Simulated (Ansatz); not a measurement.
A series of calculations on Ti25O47

Part 1: Relaxation

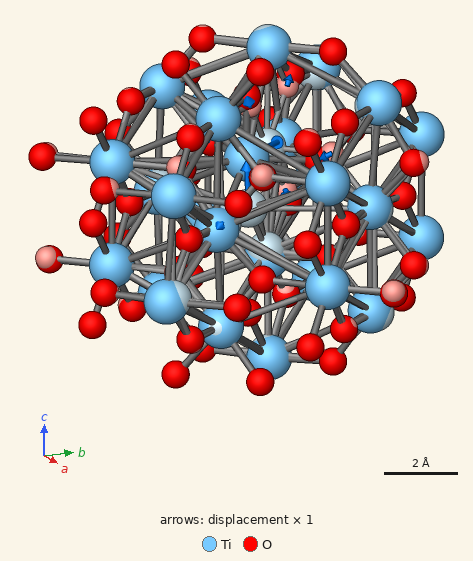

A relaxation of a defect cell of composition Ti$_{25}$O$_{47}$ (cell charge +1). The starting structure is drawn faded, the final one solid; blue arrows show the displacements, at their true length.

The picture is a ball-and-stick view of the atoms within 5.8 Å of the atom that moves most (axes of the cell of the calculation (origin shifted)), seen slightly off an axis.

Computed with DFT, PBEsol, PAW, plane waves (Ansatz 0.2.0). Settings: plane-wave cutoff 420 eV; k-point mesh 1 × 1 × 1; mesh shifted by (0.25, 0.25, 0.25); collinear spin; atoms relaxed in a fixed cell; force threshold 0.03 eV/Å; at most 80 steps.

Q: Atoms of which element are displaced furthest, and by how much?

A: Titanium: up to 1.42 Å, against 0.46 Å for oxygen.

Q: Describe the change and its energy.

A: The energy falls by 9.835 eV per cell of the calculation in 21 geometry steps. The largest force component goes from 6.9 to 0.016 eV/Å. A Ti atom moves most: 1.42 Å along +c. Largest moves by element: Ti 1.42 Å, O 0.46 Å. The cell doesn't change. Near-neighbour distances that change, for instance: Ti–Ti 1.957 → 3.403 Å, Ti–Ti 4.596 → 3.175 Å, O–Ti 1.885 → 3.217 Å, O–Ti 3.471 → 2.235 Å. New bonds form, among them: O–Ti (2.74 → 2.10 Å), O–Ti (2.74 → 2.14 Å), O–Ti (2.75 → 2.06 Å), O–Ti (2.77 → 2.04 Å). Bonds break, among them: O–Ti (1.88 → 3.22 Å), O–Ti (1.95 → 2.55 Å). Bond angles that change, for instance: Ti–Ti–Ti 130.7° → 80.1°, Ti–O–Ti 130.1° → 92.1°, Ti–O–Ti 131.5° → 94.6°. Cost: 44 s on 1 × NVIDIA GB200 with 8 threads of Arm Neoverse-V2, peak memory 2 GiB.

Limits of the set-up: the cell is charged, on a uniform background, and energies carry no finite-size correction.

Part 2: Relaxation

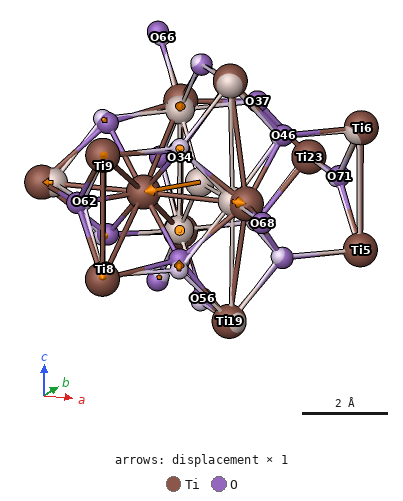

A relaxation of a defect cell of composition Ti₂₅O₄₇ (cell charge +3). The starting structure is drawn faded, the final one solid; orange arrows show the displacements, at their true length.

A ball-and-stick model of the atoms within 4.2 Å of the atom that moves most (axes of the cell of the calculation (origin shifted)), seen slightly off an axis.

Level of theory: Ansatz 0.2.0, DFT, PBEsol, PAW, plane waves. Set-up: plane-wave cutoff 420 eV; k-point mesh 1 × 1 × 1; mesh shifted by (0.25, 0.25, 0.25); collinear spin; atoms relaxed in a fixed cell; force threshold 0.03 eV/Å; at most 80 steps.

Q: Which element moves most?

A: Titanium: up to 1.60 Å, against 0.32 Å for oxygen.

Q: Describe the change and its energy.

A: The energy falls by 15.746 eV per cell of the calculation in 18 geometry steps. Largest force component: 7.6 eV/Å at the start, 0.014 eV/Å at the end. The largest move is that of a Ti atom, 1.60 Å along [−2 −3 0]. By element the largest moves are Ti 1.60 Å, O 0.32 Å. The cell doesn't change. Some distances before and after: O–Ti 3.336 → 1.872 Å, Ti–Ti 4.088 → 2.944 Å, Ti–Ti 4.038 → 2.940 Å, Ti–Ti 1.936 → 2.991 Å. New bonds form, among them: O–Ti (2.74 → 1.98 Å), O–Ti (2.75 → 2.02 Å), O–Ti (2.76 → 2.01 Å), O–Ti (2.83 → 1.98 Å). Among the angles between lasting bonds that change: Ti–Ti–Ti 130.7° → 93.3°, Ti–Ti–Ti 130.7° → 93.7°, Ti–Ti–Ti 98.5° → 64.5°.

Limits of the set-up: the cell is charged, on a uniform background, and energies carry no finite-size correction.

Part 3: Defect

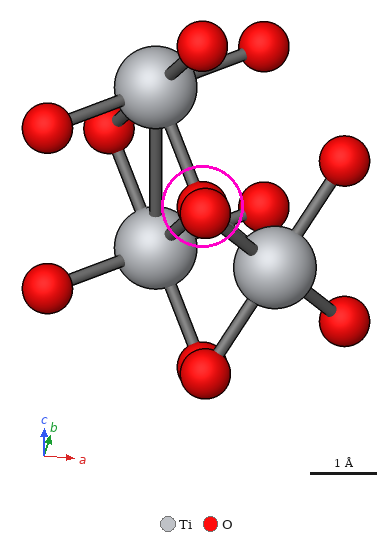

Perfect TiO₂. Style: ball-and-stick. Shown: the atoms within 3.3 Å of one point, from a free direction.

These are results of Ansatz 0.2.0, DFT, PBEsol, PAW, plane waves, not measurements. Settings: plane-wave cutoff 420 eV; k-point mesh 1 × 1 × 1; mesh shifted by (0.25, 0.25, 0.25); collinear spin. Fermi-Dirac smearing of 0.01 eV. A uniform background neutralises the charged cell. The axes drawn are those of the host's conventional cell.

An oxygen atom is replaced by titanium at the ringed place, in charge state +3. The supercell has 72 sites, and the atoms are relaxed at the host's cell.

Predict the relaxed surroundings of the defect.

Answer. In the host the O atom has 3 Ti at 1.94 to 1.98 Å; the Ti atom ends with 5 O at 1.87 to 2.02 Å. Of the host's atoms, a titanium atom moves furthest from its site, by 0.39 Å. The Ti atom itself moves 1.63 Å from where it was put. The cell's net moment is 1.00 μB.

The relaxed defect, seen from the same direction:

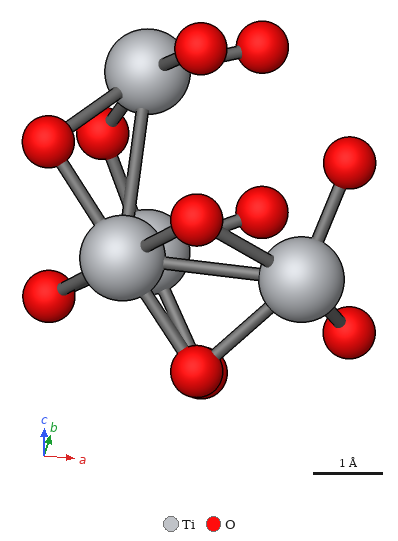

Limits of the set-up: the cell is charged, on a uniform background, and energies carry no finite-size correction.

Part 4: Defect

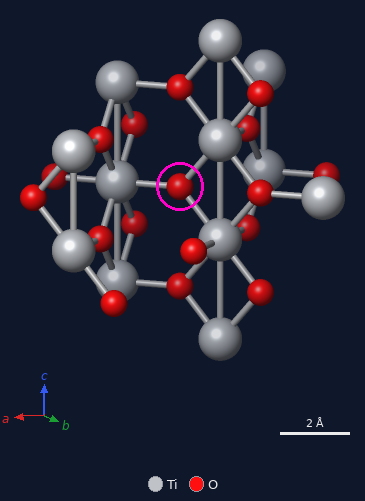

Perfect TiO2. A ball-and-stick model of the atoms within 4.6 Å of one point, in a slice 5.0 Å thick across the line of sight, seen from a free direction.

All numbers below come from Ansatz, DFT, PBEsol, PAW, plane waves. Settings: plane-wave cutoff 420 eV; k-point mesh 1 × 1 × 1; mesh shifted by (0.25, 0.25, 0.25); no spin polarisation. Fermi-Dirac smearing of 0.01 eV. The axes drawn are those of the host's conventional cell.

An oxygen atom is replaced by titanium at the ringed place, in charge state 0. The supercell has 72 sites, and the atoms are relaxed at the host's cell.

Q: How do the neighbours respond?

A: In the host the O atom has 3 Ti at 1.94 to 1.98 Å; the Ti atom ends with 5 O at 1.86 to 2.15 Å. Of the host's atoms, a titanium atom moves furthest from its site, by 1.11 Å. The Ti atom itself moves 1.42 Å from where it was put.

The relaxed defect, seen from the same direction:

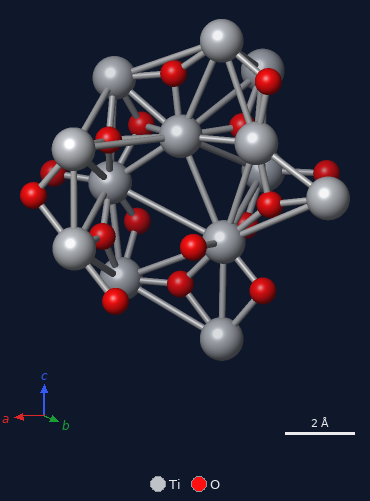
